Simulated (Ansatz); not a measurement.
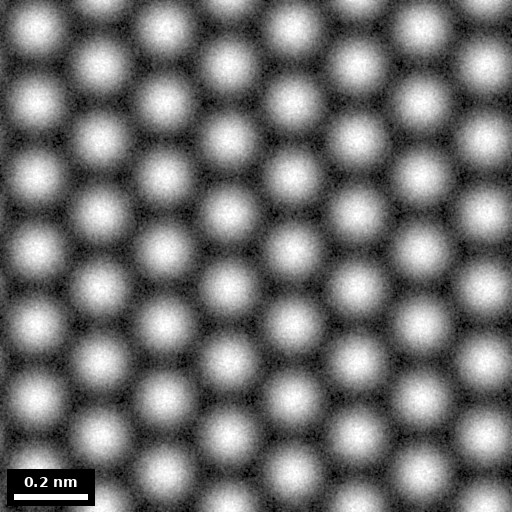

iDPC-like image of a crystal. Simulated as the projected potential of neutral atoms (B = 0.8 Å²) blurred by a 1.03 Å probe, the thin-sample limit of integrated differential phase contrast. The display is stretched by a gamma of 0.65; percentages refer to the linear signal. Shot noise was added.

Q: What two-dimensional lattice does the image show, and how large is its cell?

A: The pattern repeats on a hexagonal net with a repeat of 2.0 Å.

Q: Which plane group does this projection have?

A: p6mm: sixfold points with mirror lines through them.

Q: How many columns does the smallest repeating cell hold, and how many levels of brightness?

A: 1 column in the primitive cell of 3.6 Å², all of one brightness.

The crystal is Ru (Pm-3m, No. 221) seen along [111]. Structure used: the end point of a relaxation with DFT, PBEsol, plane waves (420 eV) with PAW, scalar-relativistic in Ansatz 0.2.0; the starting structure was generated, so it need not be a known form of this composition.
